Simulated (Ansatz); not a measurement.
## Geometry relaxation, with input and output: Ti3Al5 (part 1 of 2)

- system: Ti3Al5 (P4/mmm, 8 atoms in the cell)
- method: DFT PBEsol, scalar-relativistic, plane waves, PAW, no spin polarisation (Ansatz 0.2.0)

The structure derives from a Materials Project entry. Figures and captions count atoms from 1; the log counts them from 0 in places.

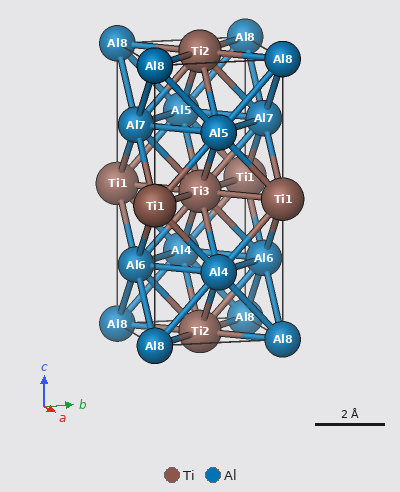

**Figure 1.** The input geometry (ball-and-stick view of the cell of the calculation, seen slightly off an axis; atoms are numbered from 1 in the order of the input). An atom can appear more than once, as a periodic image.

Input file
```yaml
crystal:
  lattice:
    - [3.89538318, 0.0, 0.0]
    - [0.0, 3.89538318, 0.0]
    - [0.0, 0.0, 8.32602421]
  atoms:
    - { symbol: Ti, position: [0.0, 0.0, 0.5] }
    - { symbol: Ti, position: [0.5, 0.5, 0.0] }
    - { symbol: Ti, position: [0.5, 0.5, 0.5] }
    - { symbol: Al, position: [0.0, 0.5, 0.25048797] }
    - { symbol: Al, position: [0.0, 0.5, 0.74951203] }
    - { symbol: Al, position: [0.5, 0.0, 0.25048797] }
    - { symbol: Al, position: [0.5, 0.0, 0.74951203] }
    - { symbol: Al, position: [0.0, 0.0, 0.0] }
basis:
  ecutwfc: 420
kpoints:
  mp_grid: { grid: [10, 10, 4] }
hamiltonian:
  xc: pbesol
scf:
  occupations: { method: gaussian, width: 0.1 }
output:
  forces: true
  stress: true
  eigenvalues: true
  write_density: true
  write_potential: true
  elf: true
  volumetric_format: npy
relax:
  adjacent_minimum: "off"
  f_tol: 0.005
  max_steps: 80
  cell: { stress_tol: 0.05 }
```

Run as:
```bash
ansatz run input.yaml --threads 4 --pin off --max-ram 12288MiB --backend cpu --events-out ev --progress --plain --runs-dir out
```

Output
```
Engine: ansatz 0.2.0, x86_64-unknown-linux-gnu
Pseudopotentials: kind: paw
Pseudopotential: Ti, paw, valence charge 12, recommended cutoff 420 eV (normal), Ti.paw.azcp
Pseudopotential: Al, paw, valence charge 3, recommended cutoff 420 eV (normal), Al.paw.azcp
Functional definition: PBEsol
  exchange = pbesol_x
  correlation = pbesol_c
Crystal: 8 atoms, lattice volume = 126.339 Å³
Basis set: ecut = 420 eV, 2483 PW (Γ), exchange–correlation on 54×54×120 points (8 copies of the dense FFT grid, shifted against one another)
Bands: 34, of which v1, the nominal top of the filled ones, is band 26 counted from 1 (25 counted from 0)
Symmetry: 16 space group operations
Space group: P4/mmm (ITA 123), of the structure as read, at distance tolerance 5.0e-5 Å
k-points: 63 of 400
Non-local potential: Ti, projectors of the file, l = 0: 3, l = 1: 2, l = 2: 3, l = 3: 1
Non-local potential: Al, projectors of the file, l = 0: 2, l = 1: 2, l = 2: 1
PAW form: soft (Blöchl's): semilocal exchange-correlation on the pseudo side does not see the compensation charge
PAW frozen core: Ti, regenerated for the run's functional, and the local potential with it (the file was generated under x = pbe(κ = 0.804, μ = 0.2195149727645171), c = pbe(β = 0.06672455060314922))
PAW frozen core: Al, regenerated for the run's functional, and the local potential with it (the file was generated under x = pbe(κ = 0.804, μ = 0.2195149727645171), c = pbe(β = 0.06672455060314922))
PAW one-centre angular grid: Ti, 590 points (default); XC on 64 Gauss nodes
PAW one-centre angular grid: Al, 110 points (default); XC on 64 Gauss nodes
Initial density: superposition of atomic densities (neutral atoms: chi_scale 0, normalization atom), corrected by the library's trained network
Initial wavefunctions: pseudopotential atomic-orbital guess
Functional: x = pbesol(κ = 0.804, μ = 0.12345679012345678), c = pbesol(β = 0.046)
SCF iter   1: F=—  HF=-10047.715878 eV  |F-HF|=—  |Δ(HF+E_count)|=         —  Δρ=1.31e-2  dr2=7.21e-1  ethr=1.77e-3  ⟨swp⟩=6.7  Hψ=9992  notcnv=0
preconditioner: auto → Kerker (q_TF=auto, 2.345 Å⁻¹)  [metal: Δε(μ)=0.016 eV  Ē_g=4.683 eV  σ=0.100 eV  W_gap=0.09  n_scr=30 (ndim 8)  ℏωp=17.2 eV  f_vac=0.000  D(μ)=4.65/eV (n_scr^D=38)]
SCF iter   2: F=—  HF=-10047.680099 eV  |F-HF|=—  |Δ(HF+E_count)|=   3.58e-2  Δρ=5.74e-3  dr2=1.64e-1  ethr=1.41e-3  ⟨swp⟩=2.0  Hψ=2946  notcnv=0  defer=69
SCF iter   3: F=—  HF=-10047.670302 eV  |F-HF|=—  |Δ(HF+E_count)|=   9.80e-3  Δρ=8.30e-4  dr2=1.04e-3  ethr=3.22e-4  ⟨swp⟩=2.0  Hψ=2157  notcnv=0  defer=104
SCF iter   4: F=—  HF=-10047.670167 eV  |F-HF|=—  |Δ(HF+E_count)|=   1.36e-4  Δρ=1.89e-4  dr2=1.73e-4  ethr=2.03e-6  ⟨swp⟩=2.0  Hψ=2656  notcnv=0  defer=104
SCF iter   5: F=—  HF=-10047.670144 eV  |F-HF|=—  |Δ(HF+E_count)|=   2.25e-5  Δρ=4.92e-5  dr2=6.07e-6  ethr=3.39e-7  ⟨swp⟩=2.0  Hψ=2494  notcnv=0  defer=104
SCF iter   6: F=—  HF=-10047.670127 eV  |F-HF|=—  |Δ(HF+E_count)|=   1.76e-5  Δρ=1.50e-5  dr2=3.50e-7  ethr=1.19e-8  ⟨swp⟩=2.1  Hψ=2881  notcnv=0  defer=121
SCF iter   7: F=-10047.670127 eV  HF=-10047.670127 eV  |F-HF|=1.22e-8  |Δ(HF+E_count)|=   7.05e-8  Δρ=3.31e-6  dr2=1.62e-8  ethr=1.96e-10  ⟨swp⟩=12.7  Hψ=12946  notcnv=0
SCF 1 converged in 7 iterations: F = -10047.670127 eV  dr2 = 1.62e-8
  greatest PAW one-centre occupation: 0.999 electrons in one spin orbital (limit 2), on the Ti atom at site 0 (counted from 0), in its partial waves of l = 0
relax step   1: F+E_penalty+E_count = -10047.67012651 eV  Δ(F+E_penalty+E_count) = +0.000e0 eV  max|allowed force component| = 1.329e-1 eV/Å  Δτ_max = 0.0000 Å  P = -1.222 GPa  Ω = 126.339 Å³  (7 SCF iters, dr2 threshold 1.00e-7 eV, accepted)
Crystal: 8 atoms, lattice volume = 124.249 Å³
Basis set: ecut = 420 eV, 2435 PW (Γ), exchange–correlation on 54×54×120 points (8 copies of the dense FFT grid, shifted against one another)
Initial density: handed on by an earlier stage of this run
Initial wavefunctions: those handed on with the density
iter 1 solved again at ethr=7.66e-4 eV; its pass at ethr=3.10e-3 eV (dr2=3.91e-1 eV) is discarded
SCF iter   1: F=—  HF=-10047.692680 eV  |F-HF|=—  |Δ(HF+E_count)|=         —  Δρ=7.29e-3  dr2=3.94e-1  ethr=7.66e-4  ⟨swp⟩=1.1  Hψ=10640  notcnv=0
preconditioner: auto → Kerker (q_TF=auto, 2.352 Å⁻¹)  [metal: Δε(μ)=0.003 eV  Ē_g=4.703 eV  σ=0.100 eV  W_gap=0.02  n_scr=30 (ndim 8)  ℏωp=17.3 eV  f_vac=0.000  D(μ)=4.72/eV (n_scr^D=38)]
SCF iter   2: F=—  HF=-10047.679209 eV  |F-HF|=—  |Δ(HF+E_count)|=   1.35e-2  Δρ=3.23e-3  dr2=9.69e-2  ethr=7.66e-4  ⟨swp⟩=1.0  Hψ=2142  notcnv=0
SCF iter   3: F=—  HF=-10047.674456 eV  |F-HF|=—  |Δ(HF+E_count)|=   4.75e-3  Δρ=5.03e-4  dr2=6.30e-4  ethr=1.90e-4  ⟨swp⟩=1.0  Hψ=2143  notcnv=0
SCF iter   4: F=—  HF=-10047.674334 eV  |F-HF|=—  |Δ(HF+E_count)|=   1.22e-4  Δρ=9.40e-5  dr2=2.87e-5  ethr=1.23e-6  ⟨swp⟩=2.0  Hψ=2816  notcnv=0
SCF iter   5: F=—  HF=-10047.674329 eV  |F-HF|=—  |Δ(HF+E_count)|=   4.61e-6  Δρ=3.43e-5  dr2=2.48e-6  ethr=5.62e-8  ⟨swp⟩=2.1  Hψ=2883  notcnv=0
SCF iter   6: F=-10047.674329 eV  HF=-10047.674329 eV  |F-HF|=1.42e-7  |Δ(HF+E_count)|=   4.15e-7  Δρ=1.03e-5  dr2=1.69e-7  ethr=1.57e-9  ⟨swp⟩=10.7  Hψ=13953  notcnv=0
SCF 2 converged in 6 iterations: F = -10047.674329 eV  dr2 = 1.69e-7
relax step   2: F+E_penalty+E_count = -10047.67432884 eV  Δ(F+E_penalty+E_count) = -4.202e-3 eV  max|allowed force component| = 1.154e-1 eV/Å  Δτ_max = 0.0292 Å  P = +0.897 GPa  Ω = 124.249 Å³  energy of the carried Pulay correction = +5.842e-4 eV  (6 SCF iters, dr2 threshold 8.00e-7 eV, accepted)
Crystal: 8 atoms, lattice volume = 125.117 Å³
iter 1 solved again at ethr=1.93e-4 eV; its pass at ethr=3.10e-3 eV (dr2=9.83e-2 eV) is discarded
SCF iter   1: F=—  HF=-10047.683784 eV  |F-HF|=—  |Δ(HF+E_count)|=         —  Δρ=3.65e-3  dr2=9.79e-2  ethr=1.93e-4  ⟨swp⟩=1.0  Hψ=9030  notcnv=0
preconditioner: auto → Kerker (q_TF=auto, 2.349 Å⁻¹)  [metal: Δε(μ)=0.012 eV  Ē_g=4.697 eV  σ=0.100 eV  W_gap=0.07  n_scr=30 (ndim 8)  ℏωp=17.2 eV  f_vac=0.000  D(μ)=5.53/eV (n_scr^D=54)]
SCF iter   2: F=—  HF=-10047.680680 eV  |F-HF|=—  |Δ(HF+E_count)|=   3.10e-3  Δρ=1.67e-3  dr2=2.47e-2  ethr=1.92e-4  ⟨swp⟩=1.0  Hψ=2142  notcnv=0
SCF iter   3: F=—  HF=-10047.679536 eV  |F-HF|=—  |Δ(HF+E_count)|=   1.14e-3  Δρ=2.18e-4  dr2=1.81e-4  ethr=4.85e-5  ⟨swp⟩=1.0  Hψ=2143  notcnv=0
SCF iter   4: F=—  HF=-10047.679510 eV  |F-HF|=—  |Δ(HF+E_count)|=   2.60e-5  Δρ=5.37e-5  dr2=5.65e-6  ethr=3.55e-7  ⟨swp⟩=2.0  Hψ=2703  notcnv=0
SCF iter   5: F=—  HF=-10047.679509 eV  |F-HF|=—  |Δ(HF+E_count)|=   8.93e-7  Δρ=1.98e-5  dr2=8.37e-7  ethr=1.11e-8  ⟨swp⟩=2.3  Hψ=3193  notcnv=0
SCF iter   6: F=-10047.679509 eV  HF=-10047.679509 eV  |F-HF|=5.95e-8  |Δ(HF+E_count)|=   1.29e-7  Δρ=4.74e-6  dr2=6.73e-8  ethr=1.57e-9  ⟨swp⟩=9.7  Hψ=12988  notcnv=0
SCF 3 converged in 6 iterations: F = -10047.679509 eV  dr2 = 6.73e-8
relax step   3: F+E_penalty+E_count = -10047.67950853 eV  Δ(F+E_penalty+E_count) = -5.180e-3 eV  max|allowed force component| = 2.473e-3 eV/Å  Δτ_max = 0.0137 Å  P = -0.025 GPa  Ω = 125.117 Å³  energy of the carried Pulay correction = +3.405e-4 eV  (6 SCF iters, dr2 threshold 8.00e-7 eV, accepted)
Initial wavefunctions: pseudopotential atomic-orbital guess (no wavefunctions were taken with the density)
iter 1 solved again at ethr=5.78e-7 eV; its pass at ethr=3.10e-3 eV (dr2=2.95e-4 eV) is discarded
SCF iter   1: F=—  HF=-10047.679200 eV  |F-HF|=—  |Δ(HF+E_count)|=         —  Δρ=8.83e-6  dr2=8.56e-8  ethr=5.78e-7  ⟨swp⟩=2.7  Hψ=14493  notcnv=0
eigensolver tolerance schedule: the retry pair's looser diagonalisation over-reported the residual by 3444.46 of it (diagonalisation noise at 1.80 of the residual, at the tolerance the schedule requests for it); recorded, not acted on — ethr = c·dr2/N_el stays at c = 1.0e-1
preconditioner: auto → Kerker (q_TF=auto, 2.349 Å⁻¹)  [metal: Δε(μ)=0.004 eV  Ē_g=4.693 eV  σ=0.100 eV  W_gap=0.02  n_scr=30 (ndim 8)  ℏωp=17.2 eV  f_vac=0.000  D(μ)=5.29/eV (n_scr^D=46)]
SCF iter   2: F=—  HF=-10047.679188 eV  |F-HF|=—  |Δ(HF+E_count)|=   1.14e-5  Δρ=4.70e-6  dr2=2.15e-8  ethr=1.68e-10  ⟨swp⟩=2.4  Hψ=3219  notcnv=0
SCF iter   3: F=—  HF=-10047.679188 eV  |F-HF|=—  |Δ(HF+E_count)|=   1.86e-9  Δρ=9.26e-7  dr2=1.75e-9  ethr=4.21e-11  ⟨swp⟩=2.2  Hψ=2501  notcnv=0
SCF iter   4: F=—  HF=-10047.679188 eV  |F-HF|=—  |Δ(HF+E_count)|=  2.31e-10  Δρ=3.54e-7  dr2=2.86e-10  ethr=3.43e-12  ⟨swp⟩=2.0  Hψ=2591  notcnv=0
iter 5 did not close the SCF: its close was put off for the readings that it lacked (scf_convergence_deferred on its scf_iter line)
SCF iter   5: F=-10047.679188 eV  HF=-10047.679188 eV  |F-HF|=3.64e-11  |Δ(HF+E_count)|=  6.18e-11  Δρ=1.70e-7  dr2=4.86e-11  ethr=1.00e-12  ⟨swp⟩=2.2  Hψ=2937  notcnv=0
SCF iter   6: F=-10047.679188 eV  HF=-10047.679188 eV  |F-HF|=1.82e-12  |Δ(HF+E_count)|=  1.82e-12  Δρ=4.20e-8  dr2=3.36e-12  ethr=1.00e-12  ⟨swp⟩=4.4  Hψ=8500  notcnv=0
SCF 4 converged in 6 iterations: F = -10047.679188 eV  dr2 = 3.36e-12
relax step   4: F+E_penalty+E_count = -10047.67918839 eV  Δ(F+E_penalty+E_count) = +3.201e-4 eV  max|allowed force component| = 2.564e-3 eV/Å  Δτ_max = 0.0000 Å  P = -0.030 GPa  Ω = 125.117 Å³  stress off target by 3.17e-2 GPa  SCF on the basis re-selected at this cell (its energy is not comparable with the rows above)  (6 SCF iters)
```

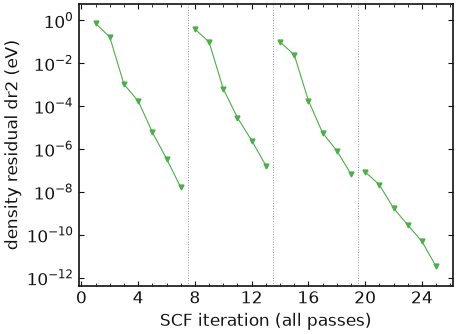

**Figure 2.** Convergence of the self-consistent field: density residual dr2 against the SCF iteration. The dotted lines part the SCF passes of the relaxation: geometry steps, rejected trials and re-solves on a re-selected basis. The passes take 7, 6, 6 and 6 iterations.

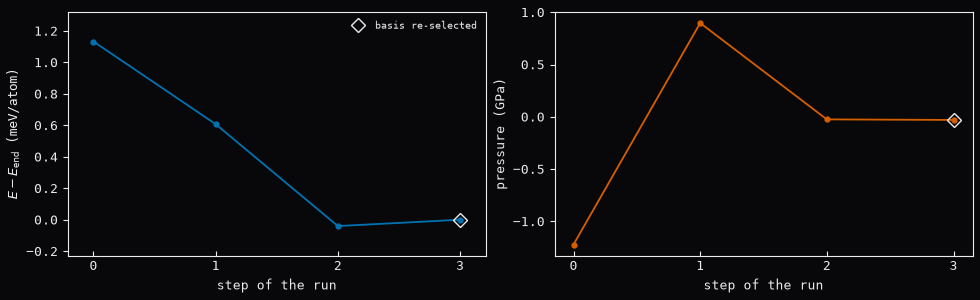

**Figure 3.** Progress of the relaxation, step by step (the first geometry is step 0 here and step 1 in the log).

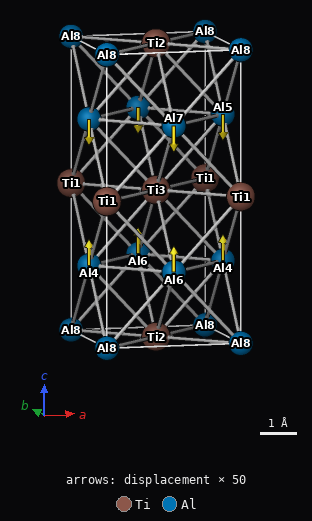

**Figure 4.** The starting structure with the displacements (without the part carried along by the change of the cell) as yellow arrows, magnified 50 times (ball-and-stick view of the cell of the calculation, seen slightly off an axis). The energy falls by 1.2 meV per atom in 2 geometry steps. Largest force component: 0.13 eV/Å at the start, 0.0026 eV/Å at the end. Pressure: −1.22 GPa at the start and −0.03 GPa at the end. The largest moves relative to the cell, 0.015 Å, are those of Al4, Al5, Al6 and Al7. Ti stays in place. The drawn cell changes as follows: a = b 3.895 → 3.883 Å (−0.3 %), c 8.326 → 8.297 Å (−0.3 %); the volume changes by −1.0 %. Among the contacts that change: Ti1–Al4 2.848 → 2.827 Å, Al4–Al6 2.754 → 2.746 Å, Ti1–Ti3 2.754 → 2.746 Å, Ti2–Al8 2.754 → 2.746 Å. The space group stays P4/mmm (No. 123). A last SCF at the same geometry on a re-selected plane-wave basis shifts the energy by +0.0 meV per atom. (Atoms are counted from 1 in the order of the input.)
